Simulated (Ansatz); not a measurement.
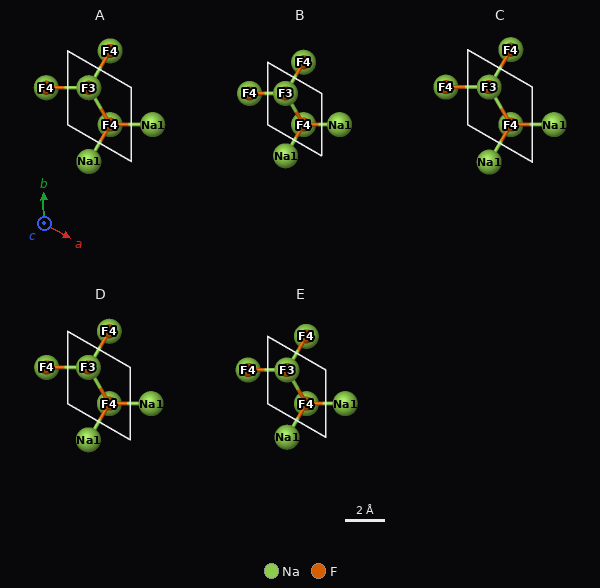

5 geometries from one relaxation of a crystal of NaF (built on the BeO-186 type type), in shuffled order. The picture is a ball-and-stick view of the cell of the calculation, seen along the c axis.

All numbers below come from Ansatz, DFT, PBEsol, plane waves, PAW. Settings: plane-wave cutoff 420 eV; k-point mesh 9 × 9 × 4; occupations fermi dirac; smearing width 0.03 eV; no spin polarisation; cell and atoms relaxed; force threshold 0.01 eV/Å; at most 120 steps.

Question: Put them in the order of the run, from the start to the converged end.

Answer: B, E, D, A, C. They are steps 0, 2, 9, 10, 21, at +1.153 eV per cell of the calculation, +0.408 eV per cell of the calculation, +0.181 eV per cell of the calculation, +0.148 eV per cell of the calculation relative to the last. The largest moves relative to the cell, 0.28 Å, are those of Na and F atoms. Largest moves by element: F 0.28 Å, Na 0.28 Å. The volume changes by +25.8 %, with a = b 3.239 → 3.891 Å (+20.1 %), c 5.260 → 4.585 Å (−12.8 %). Near-neighbour distances that change, for instance: F–Na 3.276 → 2.292 Å, Na–Na 3.239 → 3.891 Å, F–Na 1.984 → 2.292 Å, F–Na 1.978 → 2.246 Å. New bonds form: F–Na (3.28 → 2.29 Å). Bond angles that change, for instance: F–Na–F 109.1° → 90.0°, Na–F–Na 109.1° → 90.0°, F–Na–F 109.9° → 120.0°. The space group (tolerance 0.01 Å) goes from P6_3mc (No. 186) to P6_3/mmc (No. 194). Over 16 accepted moves (21 points after the start) the energy falls by 1.153 eV per cell of the calculation. The largest force component goes from 0.029 to under 0.0001 eV/Å. The pressure goes from 22.92 to 0.03 GPa. The line search rejected the trial step at point 12 of the run. At 4 points the geometry stayed and the basis and grid were re-selected for the new cell (energy shift of 0.156 eV per cell of the calculation at most each time). Cost: 13 s on 2 threads of AMD EPYC 9R45 96-Core Processor (Zen 5) (shared host), peak memory 0.42 GiB.
